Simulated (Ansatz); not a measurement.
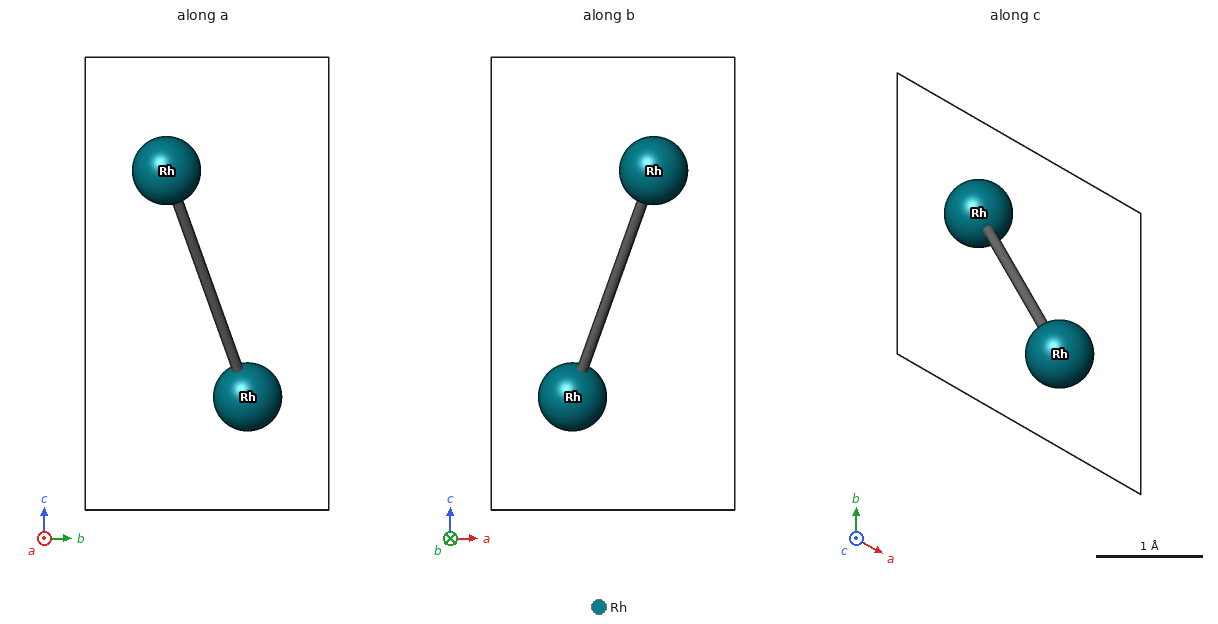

Drawn in the ball-and-stick manner and seen along the a axis, along the b axis and along the c axis. The frame is the conventional unit cell; atoms at its boundary are shown with their periodic copies.

Lattice parameters: a = 2.6673 Å, b = 2.6673 Å, c = 4.2964 Å, α = 90.000°, β = 90.000°, γ = 120.000°.

Write down what is shown as a CIF with its space group and independent sites.

```cif
data_structure
_symmetry_space_group_name_H-M 'P 63/m m c'
_symmetry_Int_Tables_number 194
_cell_length_a 2.6673
_cell_length_b 2.6673
_cell_length_c 4.2964
_cell_angle_alpha 90.000
_cell_angle_beta 90.000
_cell_angle_gamma 120.000
_cell_volume 26.47
loop_
_atom_site_label
_atom_site_type_symbol
_atom_site_symmetry_multiplicity
_atom_site_Wyckoff_symbol
_atom_site_fract_x
_atom_site_fract_y
_atom_site_fract_z
_atom_site_occupancy
Rh1 Rh 2 c 0.6667 0.3333 0.7500 1
```

The structure comes from a structure type filled with this element by a generator (whether the element takes this form wasn't checked). Earlier steps of the study may have refined or changed the cell and positions. It was the input of a calculation with Ansatz.

At this level of theory the cell isn't at rest (compressed, at 13 GPa), so its distances can differ from those at equilibrium, the more so the softer the solid.
